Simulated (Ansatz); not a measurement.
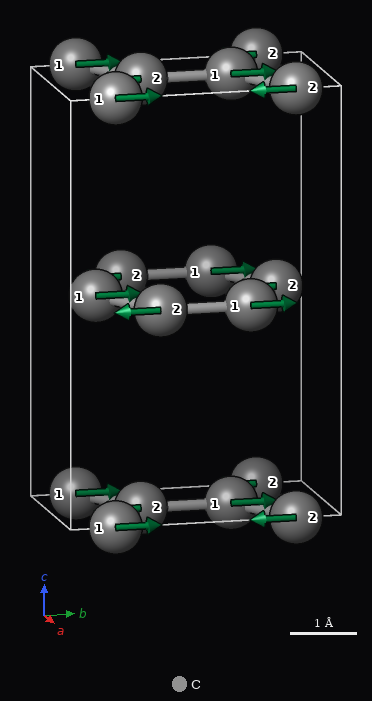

A symmetric starting cell of C. The green arrows show how the atoms are displaced, magnified 10 times. Style: ball-and-stick. Shown: the conventional cell (4 times the calculation's cell), slightly off an axis. Lengths and directions refer to the drawn axes.

Method: Ansatz 0.2.0, DFT PBEsol, scalar-relativistic, plane waves, PAW. Set-up: plane-wave cutoff 420 eV; k-point mesh 14 × 14 × 14; occupations gaussian; smearing width 0.02 eV; no spin polarisation.

### What was done to the structure, and with what result?

Atoms are displaced by 0.08 Å: C1 0.08 Å along +b. No relaxation follows. The starting cell wasn't computed here and needn't be at equilibrium, so pressure and forces aren't due to the change alone. The pressure is 10.2 GPa (not all of it need come from the change, since the unchanged cell can be under pressure at this level too). The principal stresses (compression positive) are 31.1 GPa along a, 1.8 GPa along c, −2.3 GPa along b. The largest forces, 6.7 eV/Å, act on C1 and C2; on C1 it points along −b. The forces point straight back along the displacements (cosine −1.00). Near-neighbour distances before and after: C–C 1.418 → 1.349 to 1.568 Å. The space group stays Fmmm (No. 69).
